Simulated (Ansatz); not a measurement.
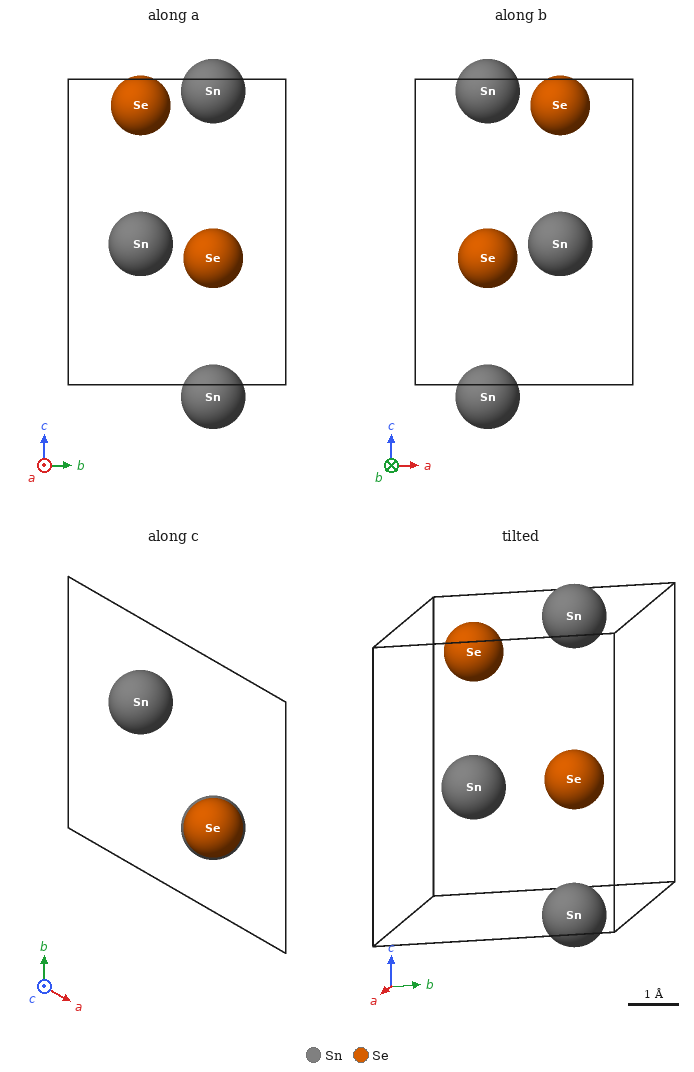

The figure gives a spheres-only picture of the atoms, viewed along the a axis, along the b axis, along the c axis and slightly off an axis. One conventional unit cell is framed, with atoms on its boundary repeated.

Lattice parameters: a = 5.075 Å, b = 5.075 Å, c = 6.174 Å, α = 90.00°, β = 90.00°, γ = 120.00°. Put a along x and b in the xy plane.

Question: From the views, write a POSCAR file, with free fractional coordinates to two decimals.

Answer:
```
Sn Se
1.0
     5.075    0.000    0.000
    -2.537    4.395    0.000
     0.000    0.000    6.174
Sn Se
2 2
Direct
  0.3333 0.6667 0.96
  0.6667 0.3333 0.46
  0.3333 0.6667 0.41
  0.6667 0.3333 0.91
```

The structure was taken from a structure type filled with these elements by a generator (whether the compound takes this form wasn't checked). Earlier steps of the study may have refined or changed the cell and positions. It went into a calculation with Ansatz.
